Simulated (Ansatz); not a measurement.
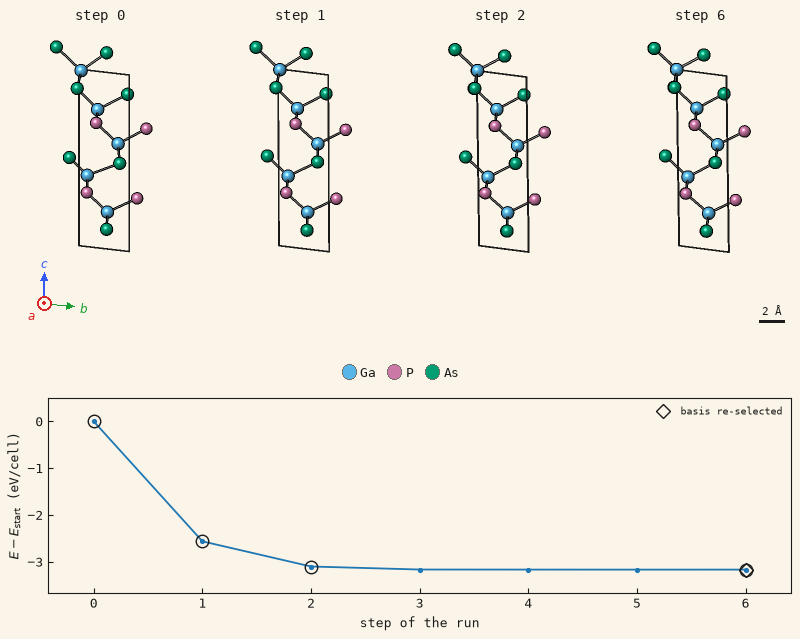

Frames of a relaxation of crystalline Ga$_{5}$As$_{3}$P$_{2}$ (a generated structure, set up in P1) (coarse preliminary run), marked on the history of the run. Style: ball-and-stick. Shown: the cell of the calculation, reduced to other axes, along the a axis. Lengths and directions refer to the drawn axes.

All numbers below come from DFT PBE, scalar-relativistic, plane waves, PAW in Ansatz.

Input file:
```yaml
crystal:
  lattice:
    - [0.0306884579, -4.0558054565, 0.0566679291]
    - [3.9906025977, -0.0306884579, -0.0012514169]
    - [-2.0150780244, 1.8425301446, 14.0298689161]
  atoms:
    - { symbol: Ga, position: [0.5662914908, 0.6239773026, 0.2090785206] }
    - { symbol: Ga, position: [0.0430699776, -0.0060642866, -0.006891749] }
    - { symbol: Ga, position: [0.3711693543, 0.3588579422, 0.7835089294] }
    - { symbol: Ga, position: [0.7780851642, 0.8202959032, 0.6032131738] }
    - { symbol: Ga, position: [0.1661272017, 0.1664168747, 0.4042194139] }
    - { symbol: P, position: [0.3420988054, 0.8787955557, 0.7068930081] }
    - { symbol: P, position: [0.1566866757, 0.7027166119, 0.3064283844] }
    - { symbol: As, position: [0.9657479116, 0.4212697466, 0.8894896774] }
    - { symbol: As, position: [0.8101831873, 0.2124167013, 0.4931751803] }
    - { symbol: As, position: [0.5505402315, 0.0713176483, 0.110885461] }
basis:
  ecutwfc: 420
kpoints:
  mp_grid: { grid: [4, 4, 4] }
hamiltonian:
  xc: pbe
scf:
  occupations: { method: gaussian, width: 0.1 }
  lower_state_search: "off"
output:
  forces: true
  stress: true
  eigenvalues: true
relax:
  adjacent_minimum: "off"
  f_tol: 0.025
  max_steps: 60
  cell: { stress_tol: 0.25 }
```

Launched with:
```bash
ansatz run input.yaml --threads 4 --pin off --max-ram 8192MiB --backend cpu --events-out ev --progress --plain --runs-dir out
```

**What happens along the run?**

Over 5 accepted moves (6 points after the start) the energy falls by 3.164 eV per cell of the calculation. Largest force component: 6.5 eV/Å at the start, 0.00099 eV/Å at the end. The pressure goes from 4.69 to 0.00 GPa. At 1 point the geometry stayed and the basis and grid were re-selected for the new cell (energy shift of 0.4 meV per cell of the calculation at most each time). As9 moves most relative to the cell: 0.31 Å in a general direction near [−1 −2 0]. Largest moves by element: As 0.31 Å, Ga 0.23 Å, P 0.21 Å. The drawn cell changes as follows: a 3.991 → 4.017 Å (+0.7 %), b 4.056 → 4.017 Å (−1.0 %), c 14.282 → 14.262 Å (−0.1 %), α 96.4° → 98.1°, β 97.9° → 98.1°, γ 90.9° → 90.0°; the volume changes by −0.8 %. Among the contacts that change: Ga5–As9 2.022 → 2.470 Å, Ga3–P6 2.065 → 2.413 Å, Ga5–P7 2.715 → 2.413 Å, Ga5–As9 (another image) 2.766 → 2.470 Å. Among the angles between lasting bonds that change: Ga4–As9–Ga5 120.7° → 109.8°, P6–Ga4–As9 119.6° → 108.8°, Ga4–As9–Ga5 99.7° → 109.8°. The space group (tolerance 0.01 Å) goes from P1 (No. 1) to I-4m2 (No. 119). From step 0 to 1: As9 moves most (0.20 Å), energy −2.561 eV per cell of the calculation. From step 1 to 2: P7 moves most (0.14 Å), volume −2.3 %, energy −0.537 eV per cell of the calculation. From step 2 to 6: Ga1 moves most (0.09 Å), volume +1.5 %, energy −66.2 meV per cell of the calculation.

```tsv
step	E − E(0), meV/atom	largest force component, eV/Å	pressure, GPa	volume, Å³/atom	note
0	0.00	6.4597	4.69	22.746	
1	-256.06	1.6201	0.59	22.725	
2	-309.79	0.3864	1.11	22.213	
3	-316.26	0.0281	-0.17	22.615	
4	-316.38	0.0349	-0.06	22.578	
5	-316.45	0.0010	0.00	22.556	
6	-316.41	0.0010	0.00	22.556	same geometry, new basis
```
